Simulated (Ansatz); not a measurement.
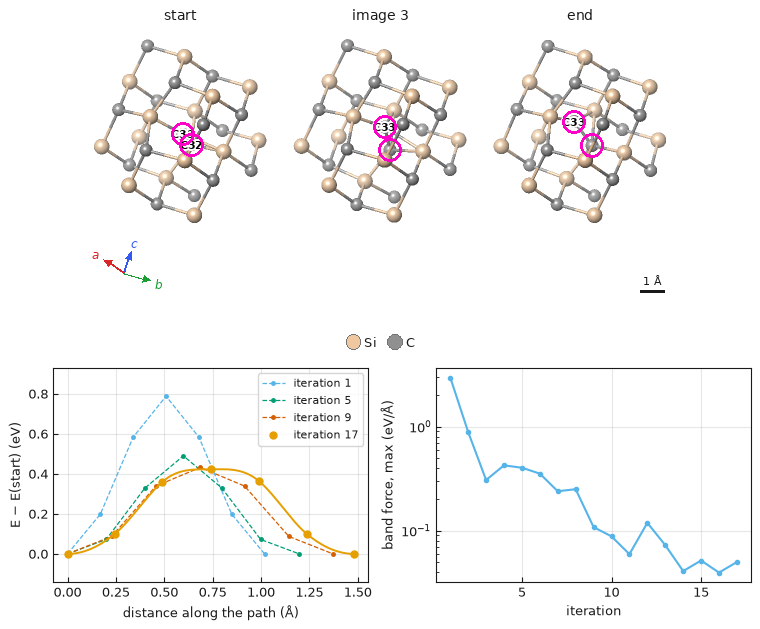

A search for the minimum-energy path of a defect cell of composition Si₁₆C₁₇ (33 atoms in the cell) by the nudged elastic band. Images are numbered from 0 (start) to 6 (end). The plot follows the band through its iterations. The picture is a ball-and-stick view of the atoms within 4.1 Å of the middle of the path, seen from a free direction. The atoms that move most are ringed. Bonds to atoms that aren't drawn are left out.

Theory: Ansatz, DFT PBE, scalar-relativistic, plane waves, PAW. Run with plane-wave cutoff 420 eV; k-point mesh 2 × 2 × 2; Gaussian smearing 0.02 eV; 5 movable images; climbing image.

Q: How did the profile develop, and is the result final?

A: The run is converged, with reservations. The band converged in 17 iterations. The largest component of the band force went from 3 to 0.05 eV/Å. The climbing image converged on the top of the path. Its curvatures weren't checked. The first iteration put the highest image at 0.79 eV. The two ends have the same energy, and the highest point, image 3, lies 0.42 eV above the start.

Limits of the set-up: the k-point mesh is coarse for a cell with partly filled bands; the periodic images lie only 7.6 Å apart, so the values are limited by the cell's size.

Cost: 3.6 min on 4 threads of Intel(R) Xeon(R) Platinum 8488C (Sapphire Rapids), on a shared host, peak memory 1.4 GiB.
